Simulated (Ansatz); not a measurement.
## Run report: TiSe, geometry relaxation (part 2 of 2)

The same run, continued: TiSe (4 atoms in the cell); DFT PBEsol, scalar-relativistic, plane waves, PAW, no spin polarisation (Ansatz 0.2.0); cutoff 420 eV, 12×12×8 k-mesh, Gaussian smearing of 0.1 eV. The structure derives from an entry of the Crystallography Open Database. It belongs to a series of runs on one base structure; here: volume × 1.06, shape and atoms relaxed.

Geometry of the input (Å; fractional positions):
```
3.4317  0.0000  0.0000
-1.7159  2.9720  0.0000
0.0000  0.0000  6.8545
Ti 0.0000  0.0000  0.0000
Ti 0.0000  0.0000  0.5000
Se 0.3333  0.6667  0.2500
Se 0.6667  0.3333  0.7500
```

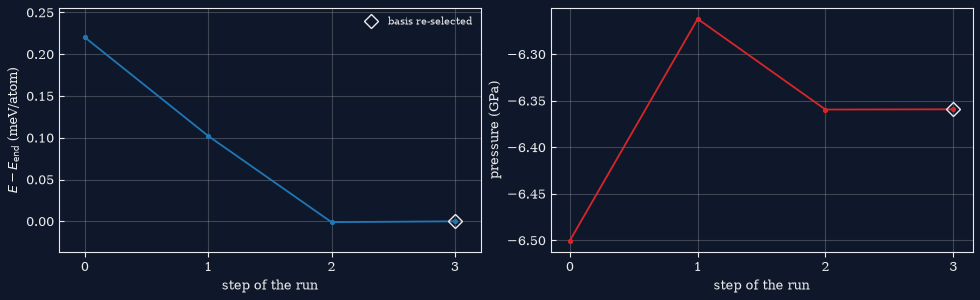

Figure 1. Progress of the relaxation, step by step (the first geometry is step 0 here and step 1 in the log). After 2 geometry steps the energy has fallen by 0.2 meV per atom. All forces vanish by symmetry, so only the cell relaxes. Pressure: −6.50 GPa at the start and −6.36 GPa at the end. No atom moves by more than 0.005 Å relative to the cell. The space group stays P6_3/mmc (No. 194). A last SCF at the same geometry on a re-selected plane-wave basis shifts the energy by +0.0 meV per atom. (Atoms are counted from 1 in the order of the input.)

```
basis re-selected at this cell: Δ(F+E_penalty+E_count) = +3.494e-6 eV, ΔP = +0.000 GPa vs the last step (what re-selecting the basis moved, of the pressure what is left beyond the Pulay correction that the steps carried, after the strain that the cell walked since its last selection, with what the two solves' SCF thresholds leave and, on support functions, any second-order correction that the steps lacked; it is no measure of the basis error at this ecutwfc). This SCF's stress stands 4.47e-3 GPa from its target on what of the cell is left free (relax.cell.stress_tol is 1.00e-1 GPa) and its largest allowed force component is 1.27e-17 eV/Å (relax.f_tol is 1.00e-2 eV/Å): within both
SCF converged after 7 iterations
Free energy (F): -15800.954028 eV
Harris-Foulkes:  -15800.954028 eV  (|F-HF|=3.64e-12)
Internal energy: -15800.938842 eV  (E = F + TS)
E sigma→0 (E₀):  -15800.946435 eV
Entropy (-TS):   -0.015187 eV (-3.797 meV/atom)
Fermi energy:    14.025390 eV
--- Per-component energies (eV) ---
  E_band       = -936.379527
  E_kinetic    = 786.005870
  E_local      = -5758.682508  (includes V_loc(G=0)·N_el)
  E_nonlocal   = -1163.838753
  E_hartree    = 2775.447815
  E_xc         = -402.797704
  E_vxc        = -443.034569  (∫ρ·V_xc dr)
  E_paw        = -5782.414736  (= ΣΔE_a)
  E_vpaw       = 92.275861  (= ΣTr[D̂ρ^β])
  E_aug_tail   = -0.001057  (compensation charges beyond the density's cutoff)
  E_ewald      = -6256.953438
  E_core_change = 2.295669  (= ΣΔE_core)
  E_smearing   = -0.015187  (= −TS)
  E_closure    = 0.000000  (closes the sum)
  Σ components = -15800.954028   (vs F -15800.954028, Δ=0.00e0)
--- Forces (eV/Å), atoms counted from 1 ---
  atom   1  Ti     0.00000000    -0.00000000    -0.00000000
  atom   2  Ti     0.00000000    -0.00000000     0.00000000
  atom   3  Se    -0.00000000    -0.00000000    -0.00000000
  atom   4  Se     0.00000000     0.00000000     0.00000000
  max |Σ_I F_I| component: 1.39e-17 eV/Å
--- Stress (GPa, compression-positive) ---
       -6.361371       0.000000      -0.000000
        0.000000      -6.361371      -0.000000
       -0.000000      -0.000000      -6.354662
  P = ⅓ Tr σ = -6.3591 GPa (-63.591 kbar)
--- Band table (eV; the first three rows and the last of 95) ---
  k-point 0: bands = ["-43.1416", "-43.1347", "-34.7004", "-34.7004", "-34.7003", "-34.7003", "-34.6969", "-34.6966", "-34.6835", "-34.6835", "-34.6834", "-34.6834", "-19.6378", "-19.5302", "-19.4686", "-19.4686", "-19.4592", "-19.4592", "-1.5744", "-0.5521", "6.5650", "10.8134", "10.8134", "11.0304", "12.0999", "13.0407", "13.0407", "13.8178", "13.8178", "14.0353", "14.0353", "15.0574", "15.0574", "15.3678"]
  k-point 1: bands = ["-43.1413", "-43.1350", "-34.7004", "-34.7004", "-34.7003", "-34.7003", "-34.6969", "-34.6966", "-34.6835", "-34.6835", "-34.6834", "-34.6834", "-19.6338", "-19.5344", "-19.4682", "-19.4682", "-19.4595", "-19.4595", "-1.5420", "-0.6002", "6.6836", "10.5917", "10.8570", "10.8570", "12.4452", "12.7528", "12.7528", "14.0605", "14.0605", "14.1067", "14.1067", "15.0642", "15.0642", "15.2341"]
  k-point 2: bands = ["-43.1406", "-43.1357", "-34.7004", "-34.7004", "-34.7003", "-34.7003", "-34.6969", "-34.6966", "-34.6835", "-34.6835", "-34.6834", "-34.6834", "-19.6222", "-19.5461", "-19.4672", "-19.4672", "-19.4606", "-19.4606", "-1.4476", "-0.7314", "7.0257", "9.8169", "10.9872", "10.9872", "12.2958", "12.2958", "12.9768", "14.1334", "14.1334", "14.4515", "14.4515", "14.8950", "15.2052", "15.2052"]
  k-point 94: bands = ["-43.1261", "-43.1261", "-34.7011", "-34.7011", "-34.7006", "-34.7006", "-34.6954", "-34.6954", "-34.6820", "-34.6820", "-34.6819", "-34.6819", "-19.5543", "-19.5543", "-19.5461", "-19.5461", "-19.5448", "-19.5448", "0.2633", "0.2633", "8.1414", "8.1414", "8.4693", "8.4693", "9.3424", "9.3424", "13.6010", "13.6010", "15.2664", "15.2664", "15.3919", "15.3919", "15.6425", "15.6425"]
--- Relaxed structure (3 steps of the walk, 3 accepted, 1 SCFs on fresh bases) ---
  F+E_penalty+E_count = -15800.95402809 eV   max|allowed force component| = 1.272e-17 eV/Å   (the final SCF, on the basis selected at the relaxed cell)
  cell:  # Å, volume = 69.9091 Å³
    - [3.440054034688258, 0.0, -3.4761767986156687e-34]
    - [-1.720027017344129, 2.9791741844311854, -1.3298551031366648e-19]
    - [-6.9432598317884625e-34, -3.0671516799125895e-19, 6.821381198601615]
  atoms:
    - { symbol: Ti, position: [-4.889400499205224e-35, -7.265040220033754e-35, -3.6585074350679627e-37] }
    - { symbol: Ti, position: [-3.009265538105056e-35, -5.416677968589101e-35, 0.5] }
    - { symbol: Se, position: [0.3333333333333333, 0.6666666666666667, 0.25] }
    - { symbol: Se, position: [0.6666666666666667, 0.33333333333333337, 0.75] }
```

## Trajectory as extended XYZ (Å, eV, eV/Å), 4 frames, from step=1 to step=4
```
4
Lattice="3.4317 0.0000 0.0000 -1.7159 2.9720 0.0000 0.0000 0.0000 6.8545" Properties=species:S:1:pos:R:3:forces:R:3 step=1 energy=-15800.95315 pressure_GPa=-6.50
Ti    0.0000    0.0000    0.0000    0.0000   0.0000   0.0000
Ti    0.0000    0.0000    3.4272    0.0000   0.0000   0.0000
Se    0.0000    1.9813    1.7136    0.0000   0.0000   0.0000
Se    1.7159    0.9907    5.1409    0.0000   0.0000   0.0000
4
Lattice="3.4457 0.0000 0.0000 -1.7228 2.9841 0.0000 0.0000 0.0000 6.7991" Properties=species:S:1:pos:R:3:forces:R:3 step=2 energy=-15800.95362 pressure_GPa=-6.26
Ti    0.0000    0.0000    0.0000    0.0000   0.0000   0.0000
Ti    0.0000    0.0000    3.3995    0.0000   0.0000   0.0000
Se    0.0000    1.9894    1.6998    0.0000   0.0000   0.0000
Se    1.7228    0.9947    5.0993    0.0000   0.0000   0.0000
4
Lattice="3.4401 0.0000 0.0000 -1.7200 2.9792 0.0000 0.0000 0.0000 6.8214" Properties=species:S:1:pos:R:3:forces:R:3 step=3 energy=-15800.95403 pressure_GPa=-6.36
Ti    0.0000    0.0000    0.0000    0.0000   0.0000   0.0000
Ti    0.0000    0.0000    3.4107    0.0000   0.0000   0.0000
Se    0.0000    1.9861    1.7053    0.0000   0.0000   0.0000
Se    1.7200    0.9931    5.1160    0.0000   0.0000   0.0000
4
Lattice="3.4401 0.0000 0.0000 -1.7200 2.9792 0.0000 0.0000 0.0000 6.8214" Properties=species:S:1:pos:R:3:forces:R:3 step=4 energy=-15800.95403 pressure_GPa=-6.36
Ti    0.0000    0.0000    0.0000    0.0000   0.0000   0.0000
Ti    0.0000    0.0000    3.4107    0.0000   0.0000   0.0000
Se    0.0000    1.9861    1.7053    0.0000   0.0000   0.0000
Se    1.7200    0.9931    5.1160    0.0000   0.0000   0.0000
```

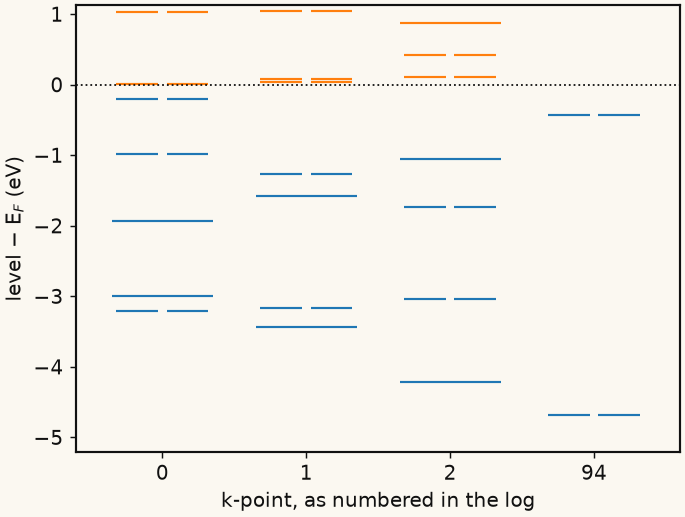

Figure 2. Kohn–Sham levels near the Fermi level (dotted) at the few k-points that the log prints; levels within 0.02 eV of each other stand side by side. The system is metallic on the full mesh.
